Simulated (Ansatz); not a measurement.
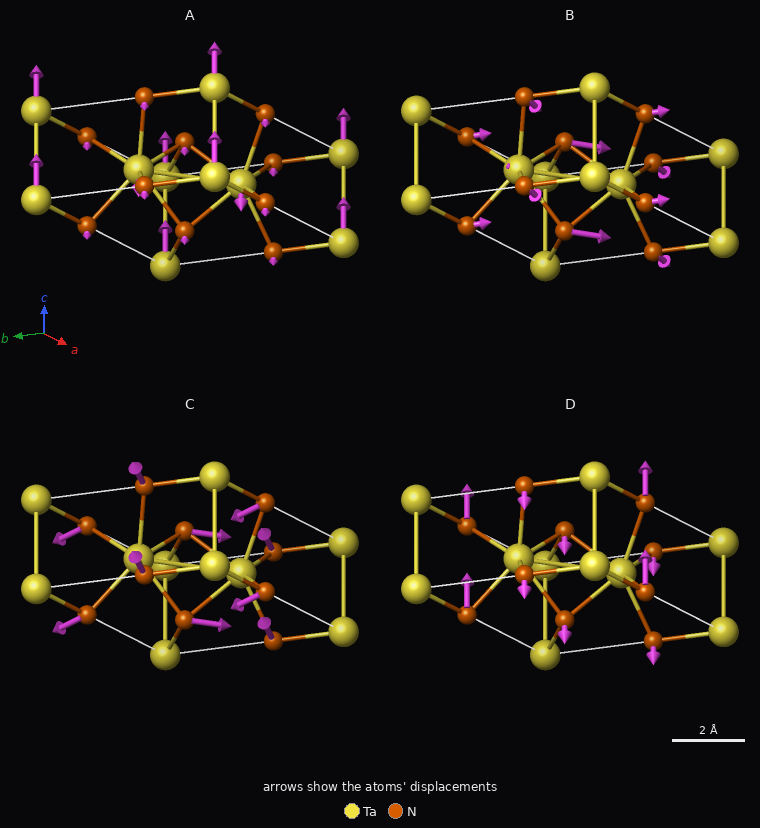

Modes of a crystal of TaN, space group P-62m (No. 189), at the zone centre (one member of each degenerate set). Displacements are drawn as pink arrows; their common scale and sign are arbitrary. The picture is a ball-and-stick view of the cell of the calculation, seen from a free direction.

Computed with DFT PBEsol, scalar-relativistic, plane waves, PAW (Ansatz 0.2.0).

**Which are infrared-active and which Raman-active?**

A is A₂″, infrared-active by symmetry (148 cm⁻¹). B is E′, infrared- and Raman-active by symmetry (602 cm⁻¹). C is A₂′, silent by symmetry (neither infrared- nor Raman-active) (704 cm⁻¹). D is E″, Raman-active by symmetry (579 cm⁻¹). In a metal the free carriers screen the infrared response.
